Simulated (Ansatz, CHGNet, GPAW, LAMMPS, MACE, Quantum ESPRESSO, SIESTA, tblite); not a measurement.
**GPAW on glassy 65P2O5-35BaO (mol %) (89 atoms): settings against a plane-wave reference**

Wanted: GPAW inputs and outputs for glassy 65P2O5-35BaO (mol %) (89 atoms), checked against a plane-wave reference.

Method: the method is named at each step, in GPAW 26.7.0.

**1. Starting point**

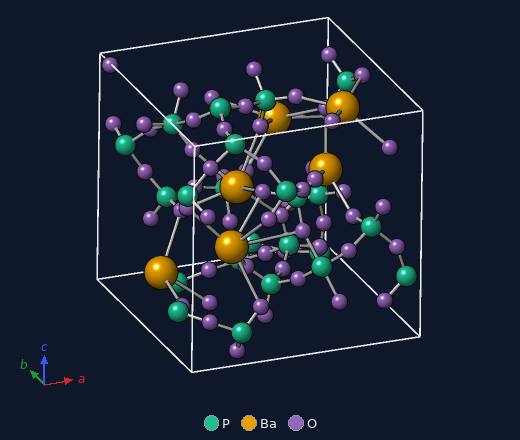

Start, viewed slightly off an axis; phosphorus teal, barium orange, oxygen purple. Bonds to atoms that aren't drawn are left out. Some periodic images of atoms are drawn too.

The cell holds 89 atoms: 22 P, 6 Ba and 61 O. Its edges and angles: a = 11.076 Å, b = 11.076 Å, c = 11.076 Å, α = 90.0°, β = 90.0°, γ = 90.0°. 89 atoms (22 P, 6 Ba, 61 O) placed at random at 3.09 g/cm³, melted at 4000 K for 10 ps at fixed volume with the Morse and Coulomb pair potential with partial charges (Pedone, Malavasi, Menziani, Cormack and Segre, J. Phys. Chem. B 110, 11780 (2006)). Quenched from 4000 K to 300 K at 10 K/ps and fixed volume, held 10 ps at zero pressure.

The yardstick, on the same geometry:

* method: Kohn-Sham DFT, PBE, PAW, plane waves (Ansatz 0.2.0); cutoff 420 eV, Γ point, fermi-dirac smearing of 0.05 eV; PAW set soft_2
* r.m.s. force component: 1.485 eV/Å
* longest force: 7.819 eV/Å
* pressure: 1.929 GPa
* gap (highest filled to lowest empty level): 0.5265 eV
* SCF cycles: 11
* time: 25 s on 4 threads of Arm Neoverse V1, shared host
* CPU time: 94 s

**2. PBE, LCAO dzp, h 0.18 Å**

Method: Kohn-Sham DFT, PBE, PAW, atomic orbitals (dzp).

Contents of run.py:

```python
import numpy as np
from ase.io import read
from gpaw import GPAW, FermiDirac

atoms = read("structure.xyz")
atoms.calc = GPAW(
    mode="lcao",
    basis="dzp",
    h=0.18,
    xc="PBE",
    kpts={"size": (1, 1, 1), "gamma": True},
    occupations=FermiDirac(0.05),
    maxiter=200,
    symmetry={"point_group": False},
    txt="gpaw.txt",
)
energy = atoms.get_potential_energy(force_consistent=True)
forces = atoms.get_forces()
print(f"energy {energy:.6f} eV")
print("forces (eV/A)")
for i, (a, f) in enumerate(zip(atoms, forces)):
    print(f"{i:4d} {a.symbol:2s} {f[0]:10.5f} {f[1]:10.5f} {f[2]:10.5f}")
print(f"Fermi level {atoms.calc.get_fermi_level():.4f} eV")
for k in range(len(atoms.calc.get_ibz_k_points())):
    for s in range(atoms.calc.get_number_of_spins()):
        e = atoms.calc.get_eigenvalues(kpt=k, spin=s)
        n = np.searchsorted(e, atoms.calc.get_fermi_level())
        print(f"k {k} spin {s} levels about the Fermi level:", np.round(e[max(n - 6, 0):n], 4).tolist(), "|", np.round(e[n:n + 6], 4).tolist())
```

Contents of structure.xyz:

```xyz
89
Lattice="11.07620 0.00000 0.00000 0.00000 11.07620 0.00000 0.00000 0.00000 11.07620" Properties=species:S:1:pos:R:3 pbc="T T T"
P 10.05974 9.28739 0.47041
P 6.02279 6.18639 9.83766
P 2.74546 8.33938 0.54739
P 5.44417 9.33591 4.31352
P 4.64403 0.35189 8.00698
P 7.29124 10.68023 0.81454
P 3.26549 4.85570 10.42403
P 0.66956 9.60307 7.07459
P 2.76805 1.89481 9.95761
P 1.98862 7.29744 8.83936
P 5.19507 3.29085 2.16241
P 6.69977 1.04404 3.69059
P 9.45907 1.95307 4.83952
P 0.32276 1.48476 7.98871
P 2.42248 8.92897 4.54756
P 2.50411 0.20657 1.46660
P 10.17327 6.67075 9.90511
P 5.68120 8.08718 1.28141
P 0.02570 1.70596 2.26265
P 7.07082 5.76583 2.76296
P 6.05979 2.49392 6.61116
P 9.78228 8.88721 3.50672
Ba 7.59584 8.86727 7.60071
Ba 8.77556 5.67677 6.22549
Ba 0.82817 5.65817 2.43422
Ba 4.58931 5.99477 5.89642
Ba 2.71611 2.04079 4.88305
Ba 8.43298 2.97119 10.42281
O 1.56828 9.43017 5.70347
O 10.64113 1.76311 3.75251
O 7.20806 0.16116 2.25844
O 7.26300 3.30979 6.96870
O 2.36001 5.78432 9.61126
O 2.68421 8.03933 10.09773
O 4.73541 3.30481 6.74950
O 9.70851 1.18670 6.09656
O 9.20831 3.46375 4.77606
O 1.53760 8.80093 8.06148
O 3.92253 1.21672 9.11516
O 8.63855 9.95329 0.49610
O 8.53178 5.67965 2.47099
O 0.69858 0.01584 7.49704
O 2.87804 3.42930 10.03736
O 6.94932 0.65981 10.92844
O 9.13288 6.58513 8.80934
O 4.12544 7.96589 1.07605
O 1.94620 9.58280 3.28786
O 8.14189 1.39228 4.10130
O 9.94211 1.43614 1.36082
O 5.95157 7.39248 10.86520
O 2.78721 6.88330 7.63693
O 1.47435 1.62576 9.10951
O 5.47629 8.80536 2.90495
O 9.82392 7.95891 10.72863
O 4.84030 3.10632 0.75451
O 10.36699 9.04283 7.19211
[... 29 atom lines left out ...]
O 0.71486 2.47188 6.92994
O 10.13627 1.53837 8.78309
O 3.04130 5.26585 0.76969
O 10.37818 5.40840 10.69762
```

Command:

```
OMP_NUM_THREADS=1 python run.py > output.txt
```

The program printed:

```text
energy -558.562386 eV
forces (eV/A)
   0 P     1.96242    0.59610    1.75904
   1 P     1.08757   -0.54190    0.54636
   2 P    -3.70894    0.31457   -0.64295
   3 P    -0.68441   -0.44850   -1.22176
   4 P    -1.71892   -3.72850   -2.83011
   5 P     0.56387    1.10435    2.62026
   6 P     0.60733    6.74211    3.43340
   7 P    -0.00629   -2.54473   -0.26549
   8 P    -0.82183   -2.46246   -3.51816
   9 P    -0.19403    0.02865   -0.95448
  10 P    -0.68962    2.48781   -0.23480
  11 P     1.16660    0.24584    0.15648
  12 P     0.04466    1.10893    1.83309
  13 P    -1.90884    1.03844   -1.56615
  14 P    -2.49986   -1.43699   -4.97618
  15 P     0.62959   -0.35441    3.20880
  16 P     0.04393   -2.29331   -0.39243
  17 P     1.97202    0.44379    0.81879
  18 P    -3.50086    3.00229   -2.73540
  19 P     3.40673   -2.38527    2.38217
  20 P    -1.57019    3.28974   -0.68664
  21 P    -3.41513    1.84864    3.28073
  22 Ba    0.02767    0.92783    0.37165
  23 Ba    0.29940   -1.29498   -1.37703
[...]
81 O     1.19983    1.60900    0.66392
  82 O     1.32987   -0.09034    0.88541
  83 O     4.25135   -0.66727    2.47067
  84 O     0.09785    1.30823   -0.90106
  85 O     1.24090    1.18557   -1.03570
  86 O    -1.36002    0.18634    0.92393
  87 O    -0.40163   -0.93456    1.83759
  88 O    -0.04470   -0.82431    1.35470
Fermi level 5.4941 eV
k 0 spin 0 levels about the Fermi level: [3.0518, 3.3529, 3.5264, 4.0838, 4.6565, 5.329] | [5.6592, 6.0895, 6.4083, 6.5495, 6.8659, 7.0564]
```

gpaw.txt:

```text
Input parameters:
  mode=LCAO(),
  basis={'default': 'dzp'},
  h=0.18,
  kpts=MonkhorstPack(size=(1, 1, 1), gamma=True),
  maxiter=200,
  occupations=Occupations(name='fermi-dirac', width=0.05, fixmagmom=False),
  symmetry=Symmetry(point_group=False),
  xc=XC(name='PBE')
Unit cell  # Å
| periodic |         x |         y |         z |   lengths |    angles |
|----------|-----------|-----------|-----------|-----------|-----------|
|      yes | 11.076200 |  0.000000 |  0.000000 | 11.076200 | 90.000000 |
|      yes |  0.000000 | 11.076200 |  0.000000 | 11.076200 | 90.000000 |
|      yes |  0.000000 |  0.000000 | 11.076200 | 11.076200 | 90.000000 |
Number of symmetries: 1
Symmetry operations  # r_c * U_cc + t_c -> r_c
|   | kind |            matrix            |
|---|------|------------------------------|
| 0 |  E   |  1, 0, 0,  0, 1, 0,  0, 0, 1 |
BZ-sampling:
  Number of BZ points: 1
  Number of IBZ points: 1
  Monkhorst-Pack size: [1, 1, 1]
  Monkhorst-Pack shift: [0, 0, 0]
[... lines left out ...]
  Fermi-Dirac:
[... lines left out ...]
    Stencil: 6*3+1=19 point O(h^6) finite-difference Laplacian
xc functional:
  name: PBE with 2 nearest neighbor stencil
interpolation: tri-quintic # 5. degree polynomial
Initialization done in: 11.610 s
convergence criteria:
- Maximum [total energy] change in last 3 cyles: 0.0005 eV / valence electron
- Maximum integral of absolute [dens]ity change: 0.0001 electrons / valence electron
- Maximum integral of absolute [eigenst]ate change: 4e-08 eV^2 / valence electron
maximum number of iterations: 200
SCF iterations
|iter     |      energy | eigst |  dens |
|---------|-------------|-------|-------|
|iter:   1| -631.518826 |      c|       |
|iter:   2| -613.592093 |      c| -0.83 |
|iter:   3| -558.593798 |      c| -0.87 |
|iter:   4| -558.650576 |      c| -1.50 |
|iter:   5| -559.192125 |      c| -1.80 |
|iter:   6| -558.736457 |      c| -1.96 |
|iter:   7| -558.700651 |      c| -2.28 |
|iter:   8| -558.632304c|      c| -2.65 |
|iter:   9| -558.598756c|      c| -2.96 |
|iter:  10| -558.563371c|      c| -3.10 |
|iter:  11| -558.544967c|      c| -3.37 |
|iter:  12| -558.547148c|      c| -3.77 |
|iter:  13| -558.547044c|      c| -4.22c|
Converged in 13 steps
SCF loop duration: 185.931 s (14.302 s/step)
Energy contributions relative to reference atoms: (reference = -1656823.145927)
Energy contributions:
  Kinetic:         552.966752
  Coulomb:        -403.379931
  Zero:              8.990469
  External:          0.000000
  Xc:             -717.108991
  Entropy:          -0.030685
  Spinorbit:         0.000000
  ----------------------------
  Free energy:    -558.562386
  Extrapolated:   -558.547044
dipole moment: (-82.657004, -89.700037, 55.363662)  # |e|*Ang
Fermi level: 5.494
Eigenvalues  # (at kpt = [0.000, 0.000, 0.000])
| band index |      eig [eV] | occ [0-2] |
|------------|---------------|-----------|
|          0 |       -24.603 |     2.000 |
|        ... |               |           |
|        260 |         2.752 |     2.000 |
|        261 |         2.897 |     2.000 |
[...]
|        275 |         7.352 |     0.000 |
|        ... |               |           |
|        325 |        10.435 |     0.000 |
Gap: 0.330 eV
Transition (v -> c):
  (s=0, k=0, n=267, [0.00, 0.00, 0.00]) -> (s=0, k=0, n=268, [0.00, 0.00, 0.00])
No difference between direct/indirect transitions
Force computation time: 33.883  # s
timing:  # [seconds]
  Total:  231.455  # ━━━━━━━━━━━━━━━━━━━━━━━━━━━━━━━━━━━━━━━━━━━━━━━━━━━━━━━━
  Init:    11.609  # ━━━
  SCF:    185.931  # ━━━━━━━━━━━━━━━━━━━━━━━━━━━━━━━━━━━━━━━━━━━━━
  Forces:  33.883  # ━━━━━━━━
```

The job ended after 3.9 min (1 thread of Arm Neoverse V1, shared host; peak memory 1.5 GiB).

Banners, paths, timers and routine set-up lines are dropped from the logs unmarked, and long logs keep their key lines alone; longer cuts are marked.

Against the reference:

| Item | Value |
| --- | --- |
| r.m.s. force component | 1.736 eV/Å |
| r.m.s. difference of force components | 574.9 meV/Å |
| longest difference of force vectors | 1740 meV/Å |
| force difference over r.m.s. force | 38.7 % |
| slope of forces against the reference's | 1.108 |
| correlation of force components | 0.9481 |
| gap (highest filled to lowest empty level) | 0.3302 eV |
| gap difference | -0.1963 eV |

This run lies far from the reference in forces at the same functional.

Length of the force difference by element (eV/Å):

```csv
element,atoms,mean,most
Ba,6,0.12,0.23
O,61,1.1,1.7
P,22,0.27,0.55
```

Levels nearest the highest filled one (eV from it): -2.28, -1.98, -1.80, -1.25, -0.67, 0.00, 0.33, 0.76, 1.08, 1.22, 1.54, 1.73.

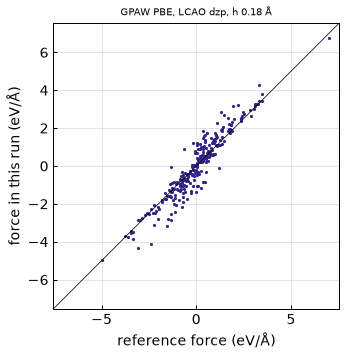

Force components against those of the reference; the line marks equality.

The surroundings of O82, which has 1 bonded neighbour where the commonest count for O is 2, nearest first, numbered as they follow in the input and with coordinates relative to it.

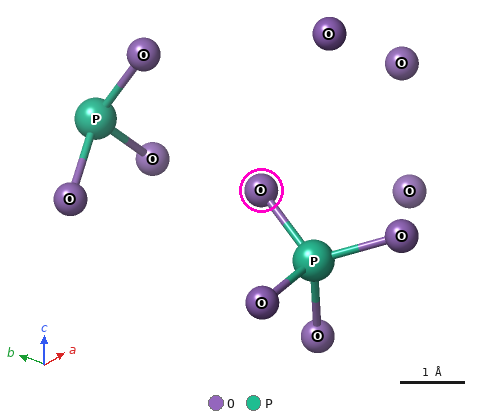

The atoms of the table, within 3.2 Å (arrows a, b, c point along x, y, z); some may hide others; the central atom is ringed.

```csv
atom,x,y,z,distance (Å),bonds,Fx,Fy,Fz (eV/Å)
O82,0.00,0.00,0.00,0.00,1,1.20,1.61,0.66
P22,-0.28,-1.29,-0.73,1.50,4,-3.42,1.85,3.28
O67,-1.78,-1.47,-0.84,2.46,1,-2.44,-0.96,-0.19
O62,0.10,-1.06,-2.25,2.49,2,2.86,-0.72,-2.84
O80,0.44,-2.48,-0.21,2.52,2,2.52,-4.35,1.00
O30,0.58,2.67,-0.48,2.77,2,1.96,-0.85,1.44
O36,-0.35,2.09,1.86,2.82,1,-0.52,-0.33,-0.06
P13,-0.60,2.86,0.61,2.98,4,0.04,1.11,1.83
O48,-1.92,2.30,-0.13,3.00,2,-0.30,-1.39,-1.61
O29,2.58,-0.74,1.47,3.06,2,-2.28,2.31,3.80
O47,2.96,-0.59,-0.95,3.16,1,-0.46,1.05,-0.83
O56,0.30,-1.13,2.96,3.18,2,-2.18,-0.44,-0.89
```

Atoms are counted from 1 here, from 0 in the log.

Forces lie 39 % from the reference's, at 2.5 times its CPU time (on 1 against 4 cores).

The difference per atom is largest on O (1.1 eV/Å on average, against 0.27 on P).

**3. PBE, LCAO dzp, h 0.18 Å, other mixer settings**

Method: Kohn-Sham DFT, PBE, PAW, atomic orbitals (dzp).

Edit run.py of step 2 so:

```diff
@@ -2,3 +2,4 @@
 from ase.io import read
-from gpaw import GPAW, FermiDirac
+from gpaw import GPAW, FermiDirac, Mixer
+from ase.parallel import parprint as print
 
@@ -12,2 +13,3 @@
     occupations=FermiDirac(0.05),
+    mixer=Mixer(0.1, 5, 50),
     maxiter=200,
```

structure.xyz is that of step 2.

Command:

```
OMP_NUM_THREADS=1 mpirun -np 2 gpaw python run.py > output.txt
```

The program printed:

```text
energy -558.562385 eV
forces (eV/A)
   0 P     1.96264    0.59726    1.75268
   1 P     1.09023   -0.54125    0.54444
   2 P    -3.70960    0.31194   -0.64204
   3 P    -0.68173   -0.44625   -1.21964
   4 P    -1.71619   -3.73179   -2.83217
   5 P     0.56377    1.10499    2.61848
   6 P     0.60530    6.74494    3.43461
   7 P    -0.00863   -2.54797   -0.26681
   8 P    -0.82430   -2.46347   -3.52117
   9 P    -0.19286    0.02583   -0.95909
  10 P    -0.68826    2.48785   -0.23464
  11 P     1.16504    0.24416    0.15866
  12 P     0.04532    1.10769    1.83303
  13 P    -1.90969    1.04352   -1.56479
  14 P    -2.50046   -1.43772   -4.97973
  15 P     0.63277   -0.35251    3.21162
  16 P     0.04386   -2.29677   -0.39323
  17 P     1.97233    0.44441    0.82123
  18 P    -3.50443    3.00484   -2.73630
  19 P     3.40661   -2.38508    2.38422
  20 P    -1.56953    3.29099   -0.68528
  21 P    -3.41435    1.84656    3.27805
  22 Ba    0.03148    0.92841    0.36630
  23 Ba    0.30406   -1.29375   -1.38049
[...]
81 O     1.19409    1.59804    0.65694
  82 O     1.33402   -0.09034    0.88564
  83 O     4.25574   -0.66681    2.47168
  84 O     0.09426    1.30719   -0.90212
  85 O     1.24046    1.19074   -1.03907
  86 O    -1.36308    0.18630    0.92432
  87 O    -0.40307   -0.93106    1.84401
  88 O    -0.04480   -0.82696    1.35764
Fermi level 5.4932 eV
k 0 spin 0 levels about the Fermi level: [3.0519, 3.3517, 3.5251, 4.0826, 4.6552, 5.3272] | [5.6591, 6.0893, 6.4083, 6.5493, 6.8659, 7.0564]
```

gpaw.txt:

```text
Input parameters:
  mode=LCAO(),
  basis={'default': 'dzp'},
  h=0.18,
  kpts=MonkhorstPack(size=(1, 1, 1), gamma=True),
  maxiter=200,
  mixer=Pulay(name='pulay', nmaxold=5, beta=0.1, weight=50, sigma=0.015, g_ss=None),
  occupations=Occupations(name='fermi-dirac', width=0.05, fixmagmom=False),
  symmetry=Symmetry(point_group=False),
  xc=XC(name='PBE')
Unit cell  # Å
[... lines left out ...]
  Fermi-Dirac:
[... lines left out ...]
convergence criteria:
- Maximum [total energy] change in last 3 cyles: 0.0005 eV / valence electron
[... lines left out ...]
Converged in 16 steps
[... lines left out ...]
  Coulomb:        -404.194061
  Zero:              8.999935
  External:          0.000000
  Xc:             -717.144869
  Entropy:          -0.030287
  Spinorbit:         0.000000
  ----------------------------
  Free energy:    -558.562385
  Extrapolated:   -558.547241
dipole moment: (-82.656684, -89.699752, 55.363685)  # |e|*Ang
Fermi level: 5.493
Eigenvalues  # (at kpt = [0.000, 0.000, 0.000])
| band index |      eig [eV] | occ [0-2] |
|------------|---------------|-----------|
|          0 |       -24.602 |     2.000 |
|        ... |               |           |
|        260 |         2.752 |     2.000 |
|        261 |         2.897 |     2.000 |
[...]
|        275 |         7.352 |     0.000 |
|        ... |               |           |
|        325 |        10.435 |     0.000 |
Gap: 0.332 eV
Transition (v -> c):
  (s=0, k=0, n=267, [0.00, 0.00, 0.00]) -> (s=0, k=0, n=268, [0.00, 0.00, 0.00])
No difference between direct/indirect transitions
Force computation time: 16.667  # s
```

It took 2.5 min on 2 MPI ranks; peak memory 1.8 GiB.

Against the reference:

```yaml
r_m_s_force_component: 1.736 eV/Å
r_m_s_difference_of_force_components: 575.2 meV/Å
longest_difference_of_force_vectors: 1742 meV/Å
force_difference_over_r_m_s_force: 38.73 %
slope_of_forces_against_the_reference_s: 1.108
correlation_of_force_components: 0.9481
spacing_of_highest_filled_and_lowest_empty_level: 0.3319 eV
gap_difference: -0.1946 eV
energy_less_the_same_level_run_s: 0 meV/atom
r_m_s_force_difference_from_the_same_level_run: 2.876 meV/Å
```

This run lies far from the reference in forces at the same functional.

Against the first run (39 %), the force difference from the reference is 39 %, at 1.3 times the CPU time (on 2 against 1 cores): another solver or mixer reaches the same state.

The difference per atom is largest on O (1.1 eV/Å on average, against 0.26 on P).

**4. PBE, LCAO dzp, h 0.22 Å**

Method: Kohn-Sham DFT, PBE, PAW, atomic orbitals (dzp).

Edit run.py of step 3 so:

```diff
@@ -2,4 +2,3 @@
 from ase.io import read
-from gpaw import GPAW, FermiDirac, Mixer
-from ase.parallel import parprint as print
+from gpaw import GPAW, FermiDirac
 
@@ -9,3 +8,3 @@
     basis="dzp",
-    h=0.18,
+    h=0.22,
     xc="PBE",
@@ -13,3 +12,2 @@
     occupations=FermiDirac(0.05),
-    mixer=Mixer(0.1, 5, 50),
     maxiter=200,
```

structure.xyz is that of step 3.

Command:

```
OMP_NUM_THREADS=1 python run.py > output.txt
```

The program printed:

```text
energy -548.391671 eV
forces (eV/A)
   0 P     1.96295    0.58722    1.74812
   1 P     1.07507   -0.54149    0.52838
   2 P    -3.71450    0.30504   -0.65268
   3 P    -0.68769   -0.43788   -1.22993
   4 P    -1.70051   -3.73178   -2.81554
   5 P     0.56253    1.10534    2.62944
   6 P     0.61384    6.73877    3.43027
   7 P    -0.00475   -2.54959   -0.28069
   8 P    -0.81730   -2.47531   -3.49937
   9 P    -0.19963    0.02078   -0.94735
  10 P    -0.70543    2.48643   -0.24092
  11 P     1.15601    0.24657    0.14273
  12 P     0.03479    1.09630    1.83905
  13 P    -1.91060    1.04674   -1.56519
  14 P    -2.50650   -1.44948   -4.97628
  15 P     0.61956   -0.34875    3.22577
  16 P     0.06046   -2.30251   -0.38916
  17 P     1.96991    0.43630    0.81504
  18 P    -3.51740    3.00482   -2.73319
  19 P     3.38664   -2.39141    2.39780
  20 P    -1.58404    3.30125   -0.69300
  21 P    -3.41350    1.85876    3.27867
  22 Ba    0.02666    0.93450    0.37893
  23 Ba    0.32640   -1.26423   -1.37976
[...]
81 O     1.38225    1.51739    0.54170
  82 O     1.26761   -0.01643    0.84368
  83 O     4.42469   -0.79847    2.52524
  84 O     0.05942    1.51861   -0.98676
  85 O     1.41365    1.15089   -1.17403
  86 O    -1.48808    0.43704    1.11324
  87 O    -0.18983   -1.13132    1.74199
  88 O    -0.20154   -0.74967    1.53529
Fermi level 5.4968 eV
k 0 spin 0 levels about the Fermi level: [3.0585, 3.3557, 3.5288, 4.0876, 4.6605, 5.332] | [5.6616, 6.0929, 6.412, 6.5513, 6.8702, 7.0588]
```

gpaw.txt:

```text
Input parameters:
  mode=LCAO(),
  basis={'default': 'dzp'},
  h=0.22,
  kpts=MonkhorstPack(size=(1, 1, 1), gamma=True),
  maxiter=200,
  occupations=Occupations(name='fermi-dirac', width=0.05, fixmagmom=False),
  symmetry=Symmetry(point_group=False),
  xc=XC(name='PBE')
Unit cell  # Å
| periodic |         x |         y |         z |   lengths |    angles |
[... lines left out ...]
  Fermi-Dirac:
[... lines left out ...]
convergence criteria:
- Maximum [total energy] change in last 3 cyles: 0.0005 eV / valence electron
[... lines left out ...]
Converged in 13 steps
[... lines left out ...]
  Free energy:    -548.391671
  Extrapolated:   -548.376266
dipole moment: (-82.614458, -89.954808, 55.538761)  # |e|*Ang
Fermi level: 5.497
Eigenvalues  # (at kpt = [0.000, 0.000, 0.000])
| band index |      eig [eV] | occ [0-2] |
|------------|---------------|-----------|
|          0 |       -24.601 |     2.000 |
|        ... |               |           |
|        260 |         2.756 |     2.000 |
|        261 |         2.902 |     2.000 |
[...]
|        275 |         7.356 |     0.000 |
|        ... |               |           |
|        325 |        10.438 |     0.000 |
Gap: 0.330 eV
Transition (v -> c):
  (s=0, k=0, n=267, [0.00, 0.00, 0.00]) -> (s=0, k=0, n=268, [0.00, 0.00, 0.00])
No difference between direct/indirect transitions
Force computation time: 23.593  # s
timing:  # [seconds]
  Total:  165.634  # ━━━━━━━━━━━━━━━━━━━━━━━━━━━━━━━━━━━━━━━━━━━━━━━━━━━━━━━━
  Init:     9.789  # ━━━╸
  SCF:    132.222  # ━━━━━━━━━━━━━━━━━━━━━━━━━━━━━━━━━━━━━━━━━━━━╸
  Forces:  23.593  # ━━━━━━━━
```

Run time: 2.8 min. Hardware: 1 thread; peak memory 1.1 GiB.

Compared with the plane-wave run:

| Property | Result |
| --- | --- |
| r.m.s. force component | 1.731 eV/Å |
| r.m.s. difference of force components | 583.5 meV/Å |
| longest difference of force vectors | 1804 meV/Å |
| force difference over r.m.s. force | 39.28 % |
| slope of forces against the reference's | 1.101 |
| correlation of force components | 0.9455 |
| gap (highest filled to lowest empty level) | 0.3296 eV |
| gap difference | -0.1969 eV |
| energy less the same-level run's | 114.3 meV/atom |
| r.m.s. force difference from the same-level run | 113.5 meV/Å |

This is a coarse setting, run to see what it loses.

Against the first run (39 %), the force difference from the reference is 39 %, at 0.72 times the CPU time: the change moves forces by 114 meV/Å r.m.s., so most of the difference comes from elsewhere.

The difference per atom is largest on O (1.1 eV/Å on average, against 0.27 on P). The forces add up to 0.67 eV/Å instead of zero, usually a sign of too coarse a grid.

[end of part 1 of 2]

[Also dropped from logs without a mark: logging warnings of Python, and SIESTA's first energy breakdown and zero terms.]

[Logs are printed without paths, hosts, clocks, repeated set-up lines and the standing remarks that a program may print on its own settings, such as how far it seeks lower states.]

[Hosts, paths, dates, database ids (printed as entryN), source tags and the programs' standing remarks are cut or masked in the printed files.]
